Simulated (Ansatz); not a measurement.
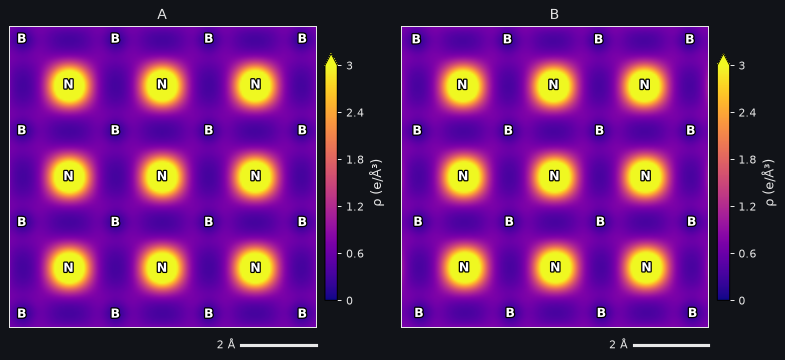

BN. The valence electron density of two cells that differ in size and shape, on the (101) plane of each (indices in the axes of the calculation cell), at one length scale and on one colour scale; one has 5.3 and the other 5.5 Å³ an atom.

The calculation used DFT, PBE, plane waves, PAW in Ansatz.

Core electrons are frozen (PAW), and the valence fields are smoothed inside the atomic spheres.

The larger cell:

```cif
data_structure
_symmetry_space_group_name_H-M 'P 1'
_symmetry_Int_Tables_number 1
_cell_length_a 2.5186
_cell_length_b 2.5186
_cell_length_c 2.5186
_cell_angle_alpha 58.701
_cell_angle_beta 58.701
_cell_angle_gamma 58.701
_cell_volume 10.96
loop_
_atom_site_label
_atom_site_type_symbol
_atom_site_fract_x
_atom_site_fract_y
_atom_site_fract_z
_atom_site_occupancy
B1 B 0.00000 0.00000 0.00000 1
N1 N 0.50000 0.50000 0.50000 1
```

The smaller cell: a = 2.457 Å, b = 2.457 Å, c = 2.469 Å, α = 59.83°, β = 59.83°, γ = 60.33°.

Question: Which is the denser cell? Describe the effect of the change.

Answer: Panel B is the smaller cell, by 4 % in volume. From the larger cell to the smaller, B–N goes from 1.76 to 1.73 Å, and the density at its midpoint from 0.88 to 0.95 e/Å³; the pressure goes from −7 to 8 GPa; the Kohn–Sham gap goes from 0.80 eV to 1.1 eV.
